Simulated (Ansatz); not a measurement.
Geometry relaxation of InAs (part 2 of 2)

Continued. System: InAs (F-43m, 2 atoms in the cell). Method: DFT, PBE, plane waves, PAW, no spin polarisation (Ansatz 0.2.0); cutoff 420 eV, 6×6×6 k-mesh, Gaussian smearing of 0.1 eV. The structure derives from an entry of the Crystallography Open Database. The settings are looser than a standard set-up, so the numbers are not reference values.

Geometry of the input (Å; fractional positions):
```
0.0000  3.0180  3.0180
3.0180  0.0000  3.0180
3.0180  3.0180  0.0000
In 0.0000  0.0000  0.0000
As 0.2500  0.2500  0.2500
```

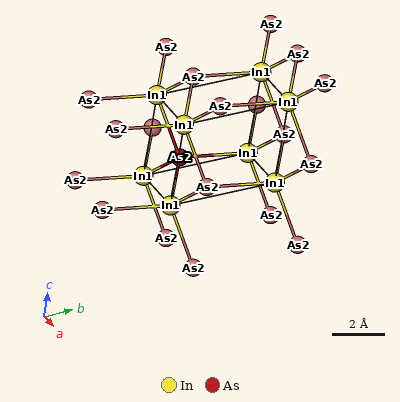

*The geometry at step 2 of the log (ball-and-stick view of the cell of the calculation, seen slightly off an axis; neighbours outside the cell are drawn fainter; atoms are numbered from 1 in the order of the input).*

**The program's output, continued**
```
SCF iter   1: F=—  HF=-10454.451457 eV  |F-HF|=—  |Δ(HF+E_count)|=         —  Δρ=5.68e-4  dr2=2.70e-4  ethr=1.06e-6  ⟨swp⟩=2.7  Hψ=1813  notcnv=0
preconditioner: auto → none  [insulator: Δε(μ)=0.807 eV  Ē_g=14.424 eV  σ=0.100 eV  W_gap=0.67  n_scr=14 (ndim 8)  ℏωp=20.4 eV  f_vac=0.114  D(μ)=0.14/eV (n_scr^D=0)  ε∞_Penn≈3.0]
SCF iter   2: F=—  HF=-10454.451437 eV  |F-HF|=—  |Δ(HF+E_count)|=   2.02e-5  Δρ=2.56e-4  dr2=3.56e-5  ethr=9.63e-7  ⟨swp⟩=2.0  Hψ=347  notcnv=0
SCF iter   3: F=—  HF=-10454.451446 eV  |F-HF|=—  |Δ(HF+E_count)|=   9.27e-6  Δρ=8.62e-5  dr2=6.17e-6  ethr=1.27e-7  ⟨swp⟩=2.0  Hψ=512  notcnv=0
SCF iter   4: F=—  HF=-10454.451447 eV  |F-HF|=—  |Δ(HF+E_count)|=   7.98e-7  Δρ=2.28e-5  dr2=2.19e-7  ethr=2.20e-8  ⟨swp⟩=2.0  Hψ=513  notcnv=0
SCF iter   5: F=-10454.451447 eV  HF=-10454.451447 eV  |F-HF|=1.39e-8  |Δ(HF+E_count)|=   2.50e-7  Δρ=4.72e-6  dr2=9.73e-9  ethr=7.14e-10  ⟨swp⟩=9.2  Hψ=2018  notcnv=0
SCF 3 converged in 5 iterations: F = -10454.451447 eV  dr2 = 9.73e-9
relax step   3: F+E_penalty+E_count = -10454.45144696 eV  Δ(F+E_penalty+E_count) = -4.271e-3 eV  max|allowed force component| = 4.221e-17 eV/Å  Δτ_max = 0.0000 Å  P = -0.141 GPa  Ω = 59.444 Å³  energy of the carried Pulay correction = -9.353e-4 eV  (5 SCF iters, dr2 threshold 2.00e-7 eV, accepted)
Crystal: 2 atoms, lattice volume = 59.264 Å³
Basis set: ecut = 420 eV, 1139 PW (Γ), exchange–correlation on 60×60×60 points (8 copies of the dense FFT grid, shifted against one another)
iter 1 solved again at ethr=3.05e-8 eV; its pass at ethr=3.10e-3 eV (dr2=8.53e-6 eV) is discarded
SCF iter   1: F=—  HF=-10454.451560 eV  |F-HF|=—  |Δ(HF+E_count)|=         —  Δρ=9.27e-5  dr2=7.32e-6  ethr=3.05e-8  ⟨swp⟩=3.7  Hψ=1799  notcnv=0
preconditioner: auto → none  [insulator: Δε(μ)=0.810 eV  Ē_g=14.436 eV  σ=0.100 eV  W_gap=0.67  n_scr=14 (ndim 8)  ℏωp=20.5 eV  f_vac=0.115  D(μ)=0.14/eV (n_scr^D=0)  ε∞_Penn≈3.0]
SCF iter   2: F=—  HF=-10454.451559 eV  |F-HF|=—  |Δ(HF+E_count)|=   6.10e-7  Δρ=4.24e-5  dr2=9.98e-7  ethr=2.62e-8  ⟨swp⟩=2.0  Hψ=349  notcnv=0
SCF iter   3: F=—  HF=-10454.451560 eV  |F-HF|=—  |Δ(HF+E_count)|=   3.70e-7  Δρ=1.45e-5  dr2=1.80e-7  ethr=3.56e-9  ⟨swp⟩=2.0  Hψ=513  notcnv=0
SCF iter   4: F=-10454.451560 eV  HF=-10454.451560 eV  |F-HF|=7.46e-9  |Δ(HF+E_count)|=   3.93e-8  Δρ=3.83e-6  dr2=6.43e-9  ethr=1.77e-10  ⟨swp⟩=9.1  Hψ=2180  notcnv=0
SCF 4 converged in 4 iterations: F = -10454.451560 eV  dr2 = 6.43e-9
relax step   4: F+E_penalty+E_count = -10454.45155983 eV  Δ(F+E_penalty+E_count) = -1.129e-4 eV  max|allowed force component| = 3.296e-17 eV/Å  Δτ_max = 0.0000 Å  P = +0.006 GPa  Ω = 59.264 Å³  energy of the carried Pulay correction = -8.989e-4 eV  (4 SCF iters, dr2 threshold 4.94e-8 eV, accepted)
Initial wavefunctions: pseudopotential atomic-orbital guess (no wavefunctions were taken with the density)
iter 1 solved again at ethr=3.05e-7 eV; its pass at ethr=3.10e-3 eV (dr2=8.53e-5 eV) is discarded
SCF iter   1: F=—  HF=-10454.452367 eV  |F-HF|=—  |Δ(HF+E_count)|=         —  Δρ=1.05e-4  dr2=1.16e-6  ethr=3.05e-7  ⟨swp⟩=2.0  Hψ=2033  notcnv=0
preconditioner: auto → none  [insulator: Δε(μ)=0.809 eV  Ē_g=14.436 eV  σ=0.100 eV  W_gap=0.67  n_scr=14 (ndim 8)  ℏωp=20.5 eV  f_vac=0.116  D(μ)=0.14/eV (n_scr^D=0)  ε∞_Penn≈3.0]
SCF iter   2: F=—  HF=-10454.452385 eV  |F-HF|=—  |Δ(HF+E_count)|=   1.79e-5  Δρ=4.70e-5  dr2=2.47e-7  ethr=4.14e-9  ⟨swp⟩=2.0  Hψ=472  notcnv=0
SCF iter   3: F=—  HF=-10454.452390 eV  |F-HF|=—  |Δ(HF+E_count)|=   5.20e-6  Δρ=1.40e-5  dr2=1.74e-8  ethr=8.80e-10  ⟨swp⟩=2.0  Hψ=353  notcnv=0
SCF iter   4: F=—  HF=-10454.452390 eV  |F-HF|=—  |Δ(HF+E_count)|=   4.88e-7  Δρ=1.72e-6  dr2=7.57e-10  ethr=6.21e-11  ⟨swp⟩=2.0  Hψ=433  notcnv=0
SCF iter   5: F=—  HF=-10454.452390 eV  |F-HF|=—  |Δ(HF+E_count)|=   2.97e-9  Δρ=4.02e-7  dr2=1.89e-10  ethr=2.70e-12  ⟨swp⟩=2.8  Hψ=510  notcnv=0
SCF iter   6: F=-10454.452390 eV  HF=-10454.452390 eV  |F-HF|=1.82e-12  |Δ(HF+E_count)|=  4.00e-11  Δρ=9.72e-8  dr2=3.33e-12  ethr=1.00e-12  ⟨swp⟩=4.0  Hψ=1399  notcnv=0
SCF 5 converged in 6 iterations: F = -10454.452390 eV  dr2 = 3.33e-12
relax step   5: F+E_penalty+E_count = -10454.45239024 eV  Δ(F+E_penalty+E_count) = -8.304e-4 eV  max|allowed force component| = 2.891e-17 eV/Å  Δτ_max = 0.0000 Å  P = +0.003 GPa  Ω = 59.264 Å³  stress off target by 3.09e-3 GPa  SCF on the basis re-selected at this cell (its energy is not comparable with the rows above)  (6 SCF iters)
basis re-selected at this cell: Δ(F+E_penalty+E_count) = -8.304e-4 eV, ΔP = -0.003 GPa vs the last step (what re-selecting the basis moved, of the pressure what is left beyond the Pulay correction that the steps carried, after the strain that the cell walked since its last selection, with what the two solves' SCF thresholds leave and, on support functions, any second-order correction that the steps lacked; it is no measure of the basis error at this ecutwfc). This SCF's stress stands 3.09e-3 GPa from its target on what of the cell is left free (relax.cell.stress_tol is 5.00e-2 GPa) and its largest allowed force component is 2.89e-17 eV/Å (relax.f_tol is 5.00e-3 eV/Å): within both
SCF converged after 6 iterations
Free energy (F): -10454.452390 eV
Harris-Foulkes:  -10454.452390 eV  (|F-HF|=1.82e-12)
Internal energy: -10454.451676 eV  (E = F + TS)
E sigma→0 (E₀):  -10454.452033 eV
Entropy (-TS):   -0.000714 eV (-0.357 meV/atom)
Fermi energy:    6.987723 eV
--- Per-component energies (eV) ---
  E_band       = -333.145486
  E_kinetic    = 345.319659
  E_local      = -3367.933933  (includes V_loc(G=0)·N_el)
  E_nonlocal   = -303.366498
  E_hartree    = 1621.359626
  E_xc         = -293.851665
  E_vxc        = -177.683443  (∫ρ·V_xc dr)
  E_paw        = -5990.643651  (= ΣΔE_a)
  E_vpaw       = -72.200535  (= ΣTr[D̂ρ^β])
  E_aug_tail   = 0.000034  (compensation charges beyond the density's cutoff)
  E_ewald      = -2465.335248
  E_smearing   = -0.000714  (= −TS)
  E_closure    = -0.000000  (closes the sum)
  Σ components = -10454.452390   (vs F -10454.452390, Δ=0.00e0)
--- Forces (eV/Å), atoms counted from 1 ---
  atom   1  In     0.00000000    -0.00000000    -0.00000000
  atom   2  As    -0.00000000    -0.00000000     0.00000000
  max |Σ_I F_I| component: 5.32e-17 eV/Å
--- Stress (GPa, compression-positive) ---
        0.003094      -0.000000      -0.000000
       -0.000000       0.003094       0.000000
       -0.000000       0.000000       0.003094
  P = ⅓ Tr σ = 0.0031 GPa (0.031 kbar)
--- Band table (eV; the first three rows and the last of 16) ---
  k-point 0: bands = ["-27.9354", "-27.9354", "-27.9354", "-27.9294", "-27.9294", "-7.3116", "-7.3116", "-7.3116", "-7.2127", "-7.2127", "-4.4797", "6.4047", "6.9573", "6.9573", "6.9573", "10.8328", "10.8328", "10.8328"]
  k-point 1: bands = ["-27.9354", "-27.9353", "-27.9353", "-27.9293", "-27.9293", "-7.3363", "-7.3040", "-7.3040", "-7.2126", "-7.2126", "-4.2320", "4.4549", "6.6782", "6.6782", "7.9988", "11.1472", "11.2408", "11.2408"]
  k-point 2: bands = ["-27.9354", "-27.9352", "-27.9352", "-27.9293", "-27.9293", "-7.3824", "-7.2914", "-7.2914", "-7.2096", "-7.2096", "-3.6230", "2.4408", "6.2455", "6.2455", "7.9112", "11.6088", "11.6088", "12.8579"]
  k-point 15: bands = ["-27.9355", "-27.9352", "-27.9350", "-27.9294", "-27.9291", "-7.4393", "-7.2661", "-7.2525", "-7.2290", "-7.2022", "-2.7209", "1.4996", "4.4189", "4.4852", "10.0499", "10.2338", "13.1613", "13.7579"]
--- Relaxed structure (4 steps of the walk, 4 accepted, 1 SCFs on fresh bases) ---
  F+E_penalty+E_count = -10454.45239024 eV   max|allowed force component| = 2.891e-17 eV/Å   (the final SCF, on the basis selected at the relaxed cell)
  cell:  # Å, volume = 59.2635 Å³
    - [-2.2929174148030153e-33, 3.094467029610116, 3.094467029610116]
    - [3.094467029610116, 1.589756074263424e-32, 3.094467029610116]
    - [3.094467029610116, 3.094467029610116, 1.3808458209147047e-32]
  atoms:
    - { symbol: In, position: [-1.3294745032494184e-34, -5.849687814297422e-35, 1.1646196648464895e-33] }
    - { symbol: As, position: [0.25, 0.25, 0.25] }
```

**Trajectory as extended XYZ (Å, eV, eV/Å), 5 frames, from step=1 to step=5**
```
2
Lattice="0.0000 3.0180 3.0180 3.0180 0.0000 3.0180 3.0180 3.0180 0.0000" Properties=species:S:1:pos:R:3:forces:R:3 step=1 energy=-10454.39813 pressure_GPa=4.36
In    0.0000    0.0000    0.0000    0.0000   0.0000   0.0000
As    1.5090    1.5090    1.5090    0.0000   0.0000   0.0000
2
Lattice="0.0000 3.1170 3.1170 3.1170 0.0000 3.1170 3.1170 3.1170 0.0000" Properties=species:S:1:pos:R:3:forces:R:3 step=2 energy=-10454.44718 pressure_GPa=-1.00
In    0.0000    0.0000    0.0000    0.0000   0.0000   0.0000
As    1.5585    1.5585    1.5585    0.0000   0.0000   0.0000
2
Lattice="0.0000 3.0976 3.0976 3.0976 0.0000 3.0976 3.0976 3.0976 0.0000" Properties=species:S:1:pos:R:3:forces:R:3 step=3 energy=-10454.45145 pressure_GPa=-0.14
In    0.0000    0.0000    0.0000    0.0000   0.0000   0.0000
As    1.5488    1.5488    1.5488    0.0000   0.0000   0.0000
2
Lattice="0.0000 3.0945 3.0945 3.0945 0.0000 3.0945 3.0945 3.0945 0.0000" Properties=species:S:1:pos:R:3:forces:R:3 step=4 energy=-10454.45156 pressure_GPa=0.01
In    0.0000    0.0000    0.0000    0.0000   0.0000   0.0000
As    1.5472    1.5472    1.5472    0.0000   0.0000   0.0000
2
Lattice="0.0000 3.0945 3.0945 3.0945 0.0000 3.0945 3.0945 3.0945 0.0000" Properties=species:S:1:pos:R:3:forces:R:3 step=5 energy=-10454.45239 pressure_GPa=0.00
In    0.0000    0.0000    0.0000    0.0000   0.0000   0.0000
As    1.5472    1.5472    1.5472    0.0000   0.0000   0.0000
```

**Key numbers**

- outcome: converged
- space group (tolerance 0.01 Å): F-43m (216)
- electrons treated: 28
- free energy: −10454.4524 eV
- Fermi energy: 6.988 eV
- gap on the k-point mesh: none (metallic)
- pressure: 0.00 GPa
- final volume: 59.26 Å³
- largest force (length of the vector) at the end: under 0.001 eV/Å
- final cell: a = 4.376 Å, b = 4.376 Å, c = 4.376 Å, α = 60.00°, β = 60.00°, γ = 60.00°
- hardware: 1 thread of Arm Neoverse V2, 24 GiB of memory available, shared host
- wall time: 8.1 s
- peak memory: 0.32 GiB

These settings are looser than, or depart from, a standard set-up, so the numbers are not reference values for this system.
